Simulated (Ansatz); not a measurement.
Geometry relaxation of CaO (part 1 of 3)

The run: geometry relaxation of CaO (slab, 24 atoms in the cell). Method and program: DFT PBE, scalar-relativistic, plane waves, PAW, no spin polarisation (Ansatz 0.2.0).

The structure derives from an entry of the Crystallography Open Database. The input holds or restrains some coordinates. Forces given for the steps count only the free coordinates. It belongs to a series of runs on one base structure; here: clean slab, lower planes held.

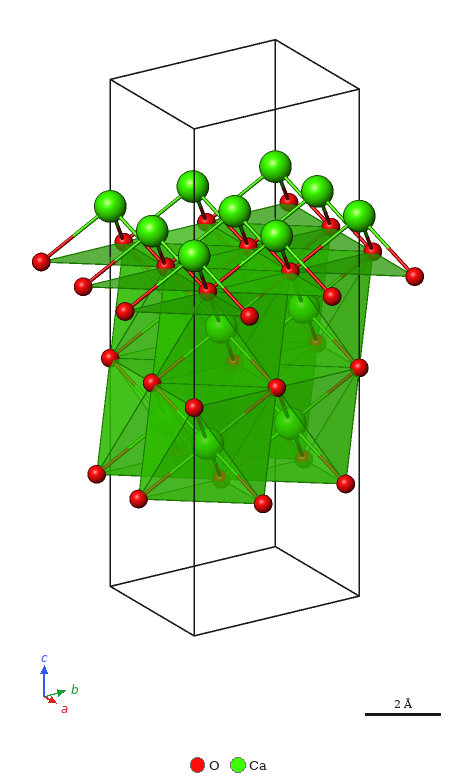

Figure 1. The starting structure (polyhedral view of the cell of the calculation, with the vacuum cut short, seen slightly off an axis; polyhedra are completed across the faces of the cell). An atom can appear more than once, as a periodic image.

### Summary

```csv
quantity,value
outcome,converged under the restraints of the input
electrons treated,192
free energy,−28630.6962 eV
"work function, top face",3.94 eV
"work function, bottom face",9.50 eV
Fermi energy,−0.608 eV
gap on the k-point mesh,none (metallic)
final volume,928.61 Å³
work function (upper face),3.94 eV
"largest force (length of the vector) at the end, held atoms and coordinates included",3.535 eV/Å
hardware,"4 threads of Intel Xeon (Sapphire Rapids), 16 GiB of memory available, shared host"
wall time,81 s (CPU time 5 min)
peak memory,1.7 GiB
```

The electronic state found may not be the lowest one. Notes on the run: a screening estimate came out negative during mixing; the exchange-correlation potential is rough where the density is thin.

### Input file
```yaml
crystal:
  lattice:
    - [6.8319513296, 0.0, 0.0]
    - [-3.4159756648, 5.9166434088, 0.0]
    - [0.0, 0.0, 22.9728311271]
  atoms:
    - { symbol: O, position: [0.1666666667, 0.3333333333, 0.3482374443] }
    - { symbol: O, position: [0.1666666667, 0.8333333333, 0.3482374443] }
    - { symbol: O, position: [0.6666666667, 0.3333333333, 0.3482374443] }
    - { symbol: O, position: [0.6666666667, 0.8333333333, 0.3482374443] }
    - { symbol: Ca, position: [0.3333333333, 0.1666666667, 0.4089424666] }
    - { symbol: Ca, position: [0.3333333333, 0.6666666667, 0.4089424666] }
    - { symbol: Ca, position: [0.8333333333, 0.1666666667, 0.4089424666] }
    - { symbol: Ca, position: [0.8333333333, 0.6666666667, 0.4089424666] }
    - { symbol: O, position: [0.5, 0.5, 0.4696474889] }
    - { symbol: O, position: [0.5, 0.0, 0.4696474889] }
    - { symbol: O, position: [0.0, 0.5, 0.4696474889] }
    - { symbol: O, position: [0.0, 0.0, 0.4696474889] }
    - { symbol: Ca, position: [0.6666666667, 0.3333333333, 0.5303525111] }
    - { symbol: Ca, position: [0.6666666667, 0.8333333333, 0.5303525111] }
    - { symbol: Ca, position: [0.1666666667, 0.3333333333, 0.5303525111] }
    - { symbol: Ca, position: [0.1666666667, 0.8333333333, 0.5303525111] }
    - { symbol: O, position: [0.8333333333, 0.6666666667, 0.5910575334] }
    - { symbol: O, position: [0.8333333333, 0.1666666667, 0.5910575334] }
    - { symbol: O, position: [0.3333333333, 0.6666666667, 0.5910575334] }
    - { symbol: O, position: [0.3333333333, 0.1666666667, 0.5910575334] }
    - { symbol: Ca, position: [0.0, 0.5, 0.6517625557] }
    - { symbol: Ca, position: [0.0, 0.0, 0.6517625557] }
    - { symbol: Ca, position: [0.5, 0.5, 0.6517625557] }
    - { symbol: Ca, position: [0.5, 0.0, 0.6517625557] }
basis:
  ecutwfc: 420
kpoints:
  mp_grid: { grid: [3, 3, 1] }
hamiltonian:
  xc: pbe
scf:
  occupations: { method: gaussian, width: 0.05 }
output:
  forces: true
  eigenvalues: true
  write_density: true
  write_potential: true
  elf: true
  volumetric_format: npy
relax:
  adjacent_minimum: "off"
  f_tol: 0.03
  max_steps: 70
  constraints: [{ sites: [0, 1, 2, 3, 4, 5, 6, 7, 8, 9, 10, 11] }]
efield:
  axis: 3
  dipole_correction: true
  ramp_width: 0.04
```

Command:
```bash
ansatz run input.yaml --threads 4 --pin off --max-ram 12288MiB --backend cpu --events-out ev --progress --plain --runs-dir out
```

### The program's output
```
Engine: ansatz 0.2.0, x86_64-unknown-linux-gnu
Pseudopotentials: kind: paw
Pseudopotential: O, paw, valence charge 6, recommended cutoff 420 eV (normal), O.paw.azcp
Pseudopotential: Ca, paw, valence charge 10, recommended cutoff 420 eV (normal), Ca.paw.azcp
Functional definition: PBE
  parameter kappa = 0.804
  parameter beta = 0.06672455060314922
  exchange = pbe_x(kappa = kappa, mu = beta*pi^2/3)
  correlation = pbe_c(beta = beta)
Crystal: 24 atoms, lattice volume = 928.613 Å³
Basis set: ecut = 420 eV, 18221 PW (Γ), exchange–correlation on 96×96×320 points (8 copies of the dense FFT grid, shifted against one another)
Bands: 120, of which v1, the nominal top of the filled ones, is band 96 counted from 1 (95 counted from 0)
Symmetry: 24 space group operations
Space group: P3m1 (ITA 156), of the structure as read, at distance tolerance 9.8e-5 Å
k-points: 3 of 9 (time reversal used)
Non-local potential: O, projectors of the file, l = 0: 2, l = 1: 2, l = 2: 1
Non-local potential: Ca, projectors of the file, l = 0: 3, l = 1: 2, l = 2: 2
PAW form: soft (Blöchl's): semilocal exchange-correlation on the pseudo side does not see the compensation charge
PAW one-centre angular grid: O, 110 points (default); XC on 64 Gauss nodes
PAW one-centre angular grid: Ca, 110 points (default); XC on 64 Gauss nodes
Initial density: superposition of atomic densities (neutral atoms: chi_scale 0, normalization atom), corrected by the library's trained network
Initial wavefunctions: pseudopotential atomic-orbital guess
Functional: x = pbe(κ = 0.804, μ = 0.2195149727645171), c = pbe(β = 0.06672455060314922)
SCF iter   1: F=—  HF=-28630.544276 eV  |F-HF|=—  |Δ(HF+E_count)|=         —  Δρ=2.03e-2  dr2=4.03e1  ethr=1.77e-3  p=1.190 e·Å  D=2.32e-1 V/Å  ΔV_dip=-5.33 eV  dr2_dipole=2.15e1  V_vac-E_F(+/−)=4.01/9.34 eV  ⟨swp⟩=15.7  Hψ=2526  notcnv=0  defer=30
efield: sawtooth ramp at fractional position 0.9800 (placed from the atoms, in the widest stretch of the axis that holds none; the zero of the levels goes with the place), width 0.0400; the density the first Hamiltonian is built on has a dipole p = 1.190 e·Å; the dipole correction subtracts the counter field D = 2.32e-1 V/Å, which shifts the + side's vacuum level by -5.33 eV against the − side's; the planar-averaged density in the ramp window peaks in size at 4.4e-5 e/Å³
preconditioner: auto → LDOS  [insulator: Δε(μ)=0.086 eV  Ē_g=15.145 eV  σ=0.050 eV  W_gap=0.73  n_scr=134 (ndim 8)  ℏωp=15.8 eV  f_vac=0.543  D(μ)=16.29/eV (n_scr^D=78)  ε∞_Penn≈2.1  β→1.0]
SCF iter   2: F=—  HF=-29567.434687 eV  |F-HF|=—  |Δ(HF+E_count)|=    9.37e2  Δρ=4.10e-1  dr2=2.68e4  ethr=1.77e-3  p=7.702 e·Å  D=1.50e0 V/Å  ΔV_dip=-34.48 eV  dr2_dipole=1.98e4  V_vac-E_F(+/−)=-6.53/27.95 eV  ⟨swp⟩=35.3  Hψ=6549  notcnv=0  defer=35  recentre
SCF iter   3: F=—  HF=-28630.073623 eV  |F-HF|=—  |Δ(HF+E_count)|=    9.37e2  Δρ=1.11e-2  dr2=4.04e0  ethr=1.77e-3  p=1.299 e·Å  D=2.53e-1 V/Å  ΔV_dip=-5.81 eV  dr2_dipole=2.26e0  V_vac-E_F(+/−)=3.58/9.39 eV  ⟨swp⟩=12.0  Hψ=2367  notcnv=0  defer=32
SCF iter   4: F=—  HF=-28630.006500 eV  |F-HF|=—  |Δ(HF+E_count)|=   6.71e-2  Δρ=2.92e-3  dr2=7.39e-1  ethr=1.77e-3  p=1.263 e·Å  D=2.46e-1 V/Å  ΔV_dip=-5.65 eV  dr2_dipole=2.53e-1  V_vac-E_F(+/−)=3.73/9.39 eV  ⟨swp⟩=1.0  Hψ=414  notcnv=0  defer=32
SCF iter   5: F=—  HF=-28630.011881 eV  |F-HF|=—  |Δ(HF+E_count)|=   5.38e-3  Δρ=7.59e-3  dr2=5.04e0  ethr=3.85e-4  p=1.255 e·Å  D=2.44e-1 V/Å  ΔV_dip=-5.62 eV  dr2_dipole=2.91e0  V_vac-E_F(+/−)=3.81/9.42 eV  ⟨swp⟩=2.3  Hψ=615  notcnv=0  defer=45  recentre
SCF iter   6: F=—  HF=-28630.028459 eV  |F-HF|=—  |Δ(HF+E_count)|=   1.66e-2  Δρ=6.32e-3  dr2=3.26e0  ethr=3.85e-4  p=1.267 e·Å  D=2.47e-1 V/Å  ΔV_dip=-5.67 eV  dr2_dipole=1.62e0  V_vac-E_F(+/−)=3.70/9.36 eV  ⟨swp⟩=2.0  Hψ=470  notcnv=0  defer=45
SCF iter   7: F=—  HF=-28630.023421 eV  |F-HF|=—  |Δ(HF+E_count)|=   5.04e-3  Δρ=6.04e-3  dr2=3.33e0  ethr=3.85e-4  p=1.252 e·Å  D=2.44e-1 V/Å  ΔV_dip=-5.60 eV  dr2_dipole=1.73e0  V_vac-E_F(+/−)=3.78/9.38 eV  ⟨swp⟩=2.3  Hψ=325  notcnv=0  defer=45
SCF iter   8: F=—  HF=-28629.977257 eV  |F-HF|=—  |Δ(HF+E_count)|=   4.62e-2  Δρ=4.30e-3  dr2=2.07e0  ethr=3.85e-4  p=1.235 e·Å  D=2.41e-1 V/Å  ΔV_dip=-5.53 eV  dr2_dipole=1.11e0  V_vac-E_F(+/−)=3.88/9.41 eV  ⟨swp⟩=1.3  Hψ=318  notcnv=0  defer=45
SCF iter   9: F=—  HF=-28629.964091 eV  |F-HF|=—  |Δ(HF+E_count)|=   1.32e-2  Δρ=1.72e-3  dr2=2.31e-1  ethr=3.85e-4  p=1.221 e·Å  D=2.38e-1 V/Å  ΔV_dip=-5.47 eV  dr2_dipole=1.23e-1  V_vac-E_F(+/−)=3.97/9.44 eV  ⟨swp⟩=1.0  Hψ=315  notcnv=0  defer=45
SCF iter  10: F=—  HF=-28629.967635 eV  |F-HF|=—  |Δ(HF+E_count)|=   3.54e-3  Δρ=2.66e-3  dr2=8.12e-1  ethr=1.20e-4  p=1.212 e·Å  D=2.36e-1 V/Å  ΔV_dip=-5.43 eV  dr2_dipole=4.57e-1  V_vac-E_F(+/−)=4.01/9.43 eV  ⟨swp⟩=1.3  Hψ=420  notcnv=0  defer=45  recentre
SCF iter  11: F=—  HF=-28629.963272 eV  |F-HF|=—  |Δ(HF+E_count)|=   4.36e-3  Δρ=6.41e-4  dr2=2.40e-2  ethr=1.20e-4  p=1.217 e·Å  D=2.37e-1 V/Å  ΔV_dip=-5.45 eV  dr2_dipole=1.16e-2  V_vac-E_F(+/−)=4.00/9.44 eV  ⟨swp⟩=1.0  Hψ=315  notcnv=0  defer=45
SCF iter  12: F=—  HF=-28629.962721 eV  |F-HF|=—  |Δ(HF+E_count)|=   5.51e-4  Δρ=1.56e-4  dr2=5.59e-3  ethr=1.25e-5  p=1.219 e·Å  D=2.38e-1 V/Å  ΔV_dip=-5.46 eV  dr2_dipole=3.15e-3  V_vac-E_F(+/−)=3.99/9.45 eV  ⟨swp⟩=1.3  Hψ=385  notcnv=0  defer=45
SCF iter  13: F=—  HF=-28629.962450 eV  |F-HF|=—  |Δ(HF+E_count)|=   2.71e-4  Δρ=2.22e-4  dr2=6.52e-3  ethr=2.91e-6  p=1.220 e·Å  D=2.38e-1 V/Å  ΔV_dip=-5.46 eV  dr2_dipole=3.60e-3  V_vac-E_F(+/−)=3.98/9.45 eV  ⟨swp⟩=1.3  Hψ=316  notcnv=0  defer=45
SCF iter  14: F=—  HF=-28629.962441 eV  |F-HF|=—  |Δ(HF+E_count)|=   8.99e-6  Δρ=6.69e-5  dr2=1.72e-4  ethr=2.91e-6  p=1.221 e·Å  D=2.38e-1 V/Å  ΔV_dip=-5.47 eV  dr2_dipole=1.00e-4  V_vac-E_F(+/−)=3.98/9.45 eV  ⟨swp⟩=1.0  Hψ=315  notcnv=0  defer=45
SCF iter  15: F=—  HF=-28629.962460 eV  |F-HF|=—  |Δ(HF+E_count)|=   1.91e-5  Δρ=5.72e-5  dr2=7.26e-5  ethr=8.93e-8  p=1.221 e·Å  D=2.38e-1 V/Å  ΔV_dip=-5.47 eV  dr2_dipole=3.68e-5  V_vac-E_F(+/−)=3.98/9.45 eV  ⟨swp⟩=2.0  Hψ=379  notcnv=0  defer=45
SCF iter  16: F=-28629.962461 eV  HF=-28629.962462 eV  |F-HF|=7.07e-7  |Δ(HF+E_count)|=   1.65e-6  Δρ=1.43e-5  dr2=1.81e-6  ethr=1.17e-8  p=1.221 e·Å  D=2.38e-1 V/Å  ΔV_dip=-5.46 eV  dr2_dipole=1.91e-8  V_vac-E_F(+/−)=3.98/9.45 eV  ⟨swp⟩=38.7  Hψ=4790  notcnv=0
SCF 1 converged in 16 iterations: F = -28629.962461 eV  dr2 = 1.81e-6
  greatest PAW one-centre occupation: 0.996 electrons in one spin orbital (limit 2), on the Ca atom at site 23 (counted from 0), in its partial waves of l = 0
relax step   1: F+E_penalty+E_count = -28629.96246088 eV  Δ(F+E_penalty+E_count) = +0.000e0 eV  max|allowed force component| = 1.449e0 eV/Å  Δτ_max = 0.0000 Å  (16 SCF iters, dr2 threshold 2.25e-5 eV, accepted)
Initial density: handed on by an earlier stage of this run
Initial wavefunctions: those handed on with the density
iter 1 solved again at ethr=1.96e-3 eV; its pass at ethr=3.10e-3 eV (dr2=3.77e0 eV) is discarded
SCF iter   1: F=—  HF=-28630.720648 eV  |F-HF|=—  |Δ(HF+E_count)|=         —  Δρ=8.31e-3  dr2=3.70e0  ethr=1.96e-3  p=1.221 e·Å  D=2.38e-1 V/Å  ΔV_dip=-5.46 eV  dr2_dipole=1.81e0  V_vac-E_F(+/−)=3.99/9.45 eV  ⟨swp⟩=1.0  Hψ=1411  notcnv=0  defer=34
efield: sawtooth ramp at fractional position 0.9800 (handed on by an earlier solve), width 0.0400; the density the first Hamiltonian is built on has a dipole p = 1.221 e·Å; the dipole correction subtracts the counter field D = 2.38e-1 V/Å, which shifts the + side's vacuum level by -5.46 eV against the − side's; the planar-averaged density in the ramp window peaks in size at 1.8e-6 e/Å³
preconditioner: auto → LDOS  [insulator: Δε(μ)=0.078 eV  Ē_g=15.202 eV  σ=0.050 eV  W_gap=0.57  n_scr=134 (ndim 8)  ℏωp=15.8 eV  f_vac=0.547  D(μ)=42.70/eV (n_scr^D=386)  ε∞_Penn≈2.1  β→1.0]
SCF iter   2: F=—  HF=-28630.652865 eV  |F-HF|=—  |Δ(HF+E_count)|=   6.78e-2  Δρ=7.30e-3  dr2=1.01e0  ethr=1.93e-3  p=1.236 e·Å  D=2.41e-1 V/Å  ΔV_dip=-5.54 eV  dr2_dipole=3.73e-1  V_vac-E_F(+/−)=3.96/9.49 eV  ⟨swp⟩=2.0  Hψ=397  notcnv=0  defer=34
SCF iter   3: F=—  HF=-28630.626992 eV  |F-HF|=—  |Δ(HF+E_count)|=   2.59e-2  Δρ=4.17e-3  dr2=5.98e-1  ethr=5.28e-4  p=1.230 e·Å  D=2.40e-1 V/Å  ΔV_dip=-5.50 eV  dr2_dipole=2.77e-1  V_vac-E_F(+/−)=3.94/9.45 eV  ⟨swp⟩=2.3  Hψ=452  notcnv=0  defer=45
SCF iter   4: F=—  HF=-28630.669599 eV  |F-HF|=—  |Δ(HF+E_count)|=   4.26e-2  Δρ=1.06e-2  dr2=1.13e1  ethr=3.11e-4  p=1.252 e·Å  D=2.44e-1 V/Å  ΔV_dip=-5.60 eV  dr2_dipole=6.14e0  V_vac-E_F(+/−)=3.88/9.49 eV  ⟨swp⟩=2.0  Hψ=501  notcnv=0  defer=49  recentre
SCF iter   5: F=—  HF=-28630.611465 eV  |F-HF|=—  |Δ(HF+E_count)|=   5.81e-2  Δρ=2.45e-3  dr2=4.77e-1  ethr=3.11e-4  p=1.232 e·Å  D=2.40e-1 V/Å  ΔV_dip=-5.52 eV  dr2_dipole=2.49e-1  V_vac-E_F(+/−)=3.95/9.47 eV  ⟨swp⟩=1.7  Hψ=313  notcnv=0  defer=49
SCF iter   6: F=—  HF=-28630.607414 eV  |F-HF|=—  |Δ(HF+E_count)|=   4.05e-3  Δρ=2.66e-3  dr2=4.95e-2  ethr=2.48e-4  p=1.245 e·Å  D=2.43e-1 V/Å  ΔV_dip=-5.57 eV  dr2_dipole=1.61e-2  V_vac-E_F(+/−)=3.92/9.49 eV  ⟨swp⟩=2.0  Hψ=432  notcnv=0  defer=49
SCF iter   7: F=—  HF=-28630.601779 eV  |F-HF|=—  |Δ(HF+E_count)|=   5.64e-3  Δρ=7.29e-4  dr2=1.02e-2  ethr=2.58e-5  p=1.241 e·Å  D=2.42e-1 V/Å  ΔV_dip=-5.55 eV  dr2_dipole=4.58e-3  V_vac-E_F(+/−)=3.93/9.49 eV  ⟨swp⟩=2.0  Hψ=418  notcnv=0  defer=49
SCF iter   8: F=—  HF=-28630.601592 eV  |F-HF|=—  |Δ(HF+E_count)|=   1.86e-4  Δρ=3.33e-4  dr2=7.83e-3  ethr=5.30e-6  p=1.240 e·Å  D=2.42e-1 V/Å  ΔV_dip=-5.55 eV  dr2_dipole=3.96e-3  V_vac-E_F(+/−)=3.94/9.49 eV  ⟨swp⟩=1.7  Hψ=327  notcnv=0  defer=49
SCF iter   9: F=—  HF=-28630.601588 eV  |F-HF|=—  |Δ(HF+E_count)|=   4.77e-6  Δρ=2.40e-4  dr2=9.44e-3  ethr=4.08e-6  p=1.241 e·Å  D=2.42e-1 V/Å  ΔV_dip=-5.56 eV  dr2_dipole=5.11e-3  V_vac-E_F(+/−)=3.94/9.50 eV  ⟨swp⟩=2.0  Hψ=384  notcnv=0  defer=49
SCF iter  10: F=—  HF=-28630.601547 eV  |F-HF|=—  |Δ(HF+E_count)|=   4.11e-5  Δρ=1.09e-4  dr2=2.65e-4  ethr=4.08e-6  p=1.242 e·Å  D=2.42e-1 V/Å  ΔV_dip=-5.56 eV  dr2_dipole=9.66e-5  V_vac-E_F(+/−)=3.94/9.50 eV  ⟨swp⟩=1.7  Hψ=315  notcnv=0  defer=49
SCF iter  11: F=—  HF=-28630.601560 eV  |F-HF|=—  |Δ(HF+E_count)|=   1.31e-5  Δρ=1.33e-4  dr2=1.42e-3  ethr=1.38e-7  p=1.242 e·Å  D=2.42e-1 V/Å  ΔV_dip=-5.56 eV  dr2_dipole=7.46e-4  V_vac-E_F(+/−)=3.94/9.50 eV  ⟨swp⟩=2.0  Hψ=474  notcnv=0  defer=49
SCF iter  12: F=—  HF=-28630.601558 eV  |F-HF|=—  |Δ(HF+E_count)|=   2.02e-6  Δρ=3.51e-5  dr2=2.10e-4  ethr=1.38e-7  p=1.242 e·Å  D=2.42e-1 V/Å  ΔV_dip=-5.56 eV  dr2_dipole=1.19e-4  V_vac-E_F(+/−)=3.94/9.50 eV  ⟨swp⟩=1.0  Hψ=311  notcnv=0  defer=49
SCF iter  13: F=-28630.601558 eV  HF=-28630.601558 eV  |F-HF|=5.34e-7  |Δ(HF+E_count)|=   5.39e-7  Δρ=1.02e-5  dr2=8.69e-7  ethr=5.21e-8  p=1.242 e·Å  D=2.42e-1 V/Å  ΔV_dip=-5.56 eV  dr2_dipole=1.12e-7  V_vac-E_F(+/−)=3.94/9.50 eV  ⟨swp⟩=26.7  Hψ=3854  notcnv=0
SCF 2 converged in 13 iterations: F = -28630.601558 eV  dr2 = 8.69e-7
[... from here on the iterations of each SCF are left out, up to the last one ...]
```
